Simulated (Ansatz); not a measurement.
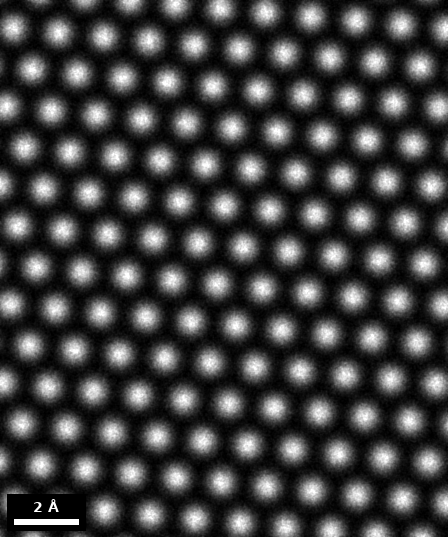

HAADF-like image of a crystal. The image is simulated as a sum over atoms of Z^1.8, blurred by a 0.65 Å probe (no channelling). Shot noise was added.

Measure the repeat of the pattern.

The pattern repeats on a hexagonal net with a repeat of 1.4 Å.

What is the plane group of the image?

p6mm: sixfold points with mirror lines through them.

How many columns does the smallest repeating cell hold, and how many levels of brightness?

1 column in the primitive cell of 1.7 Å², all of one brightness.

The crystal is Fe (Fm-3m, No. 225) seen along [111]. Structure: the geometry relaxed with Ansatz 0.2.0, DFT, RPBE, plane waves (420 eV) with PAW, scalar-relativistic; the starting structure was generated, so it need not be a known form of this composition.
